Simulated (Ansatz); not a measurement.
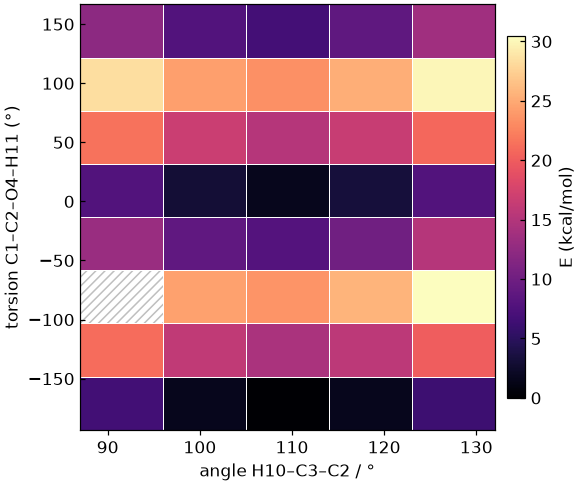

Energy landscape of C3H7O, SMILES CC(C)=[OH+], charge +1. Two internal coordinates are moved rigidly from the geometry relaxed at PBE0-D4/def2-TZVP, all others fixed. First axis: angle H10–C3–C2. Second axis: torsion C1–C2–O4–H11. The scan uses a 5 × 8 grid. At 1 point there is no value. Points are written as (first, second). All energies are given in kcal/mol relative to the lowest grid point. Computed with Ansatz, RHF-CCSD(T), frozen core/def2-TZVPP.

The picture shows one coloured cell a grid point, hatched blanks where no value was computed. 

Q: Describe this landscape.

A: The lowest grid point is at (109.5°, −171°). Other grid points that lie below all their neighbours: (109.5°, 9°) (1.6 kcal/mol higher). The highest grid point, (127.5°, −81°), lies 30.4 kcal/mol above the lowest.

The values on the grid:

```tsv
torsion C1–C2–O4–H11 ↓, angle H10–C3–C2 →	91.5	100.5	109.5	118.5	127.5
144	12.2	7.8	6.7	8.7	13.6
99	28.4	24.3	23.3	25.3	29.9
54	21.4	16.7	15.1	16.5	20.7
9	7.8	3.0	1.6	3.2	7.8
−36	13.1	8.9	7.9	10.1	15.1
−81	–	24.5	23.5	25.6	30.4
−126	21.1	16.0	14.3	15.7	20.0
−171	6.6	1.6	0.0	1.6	6.2
```
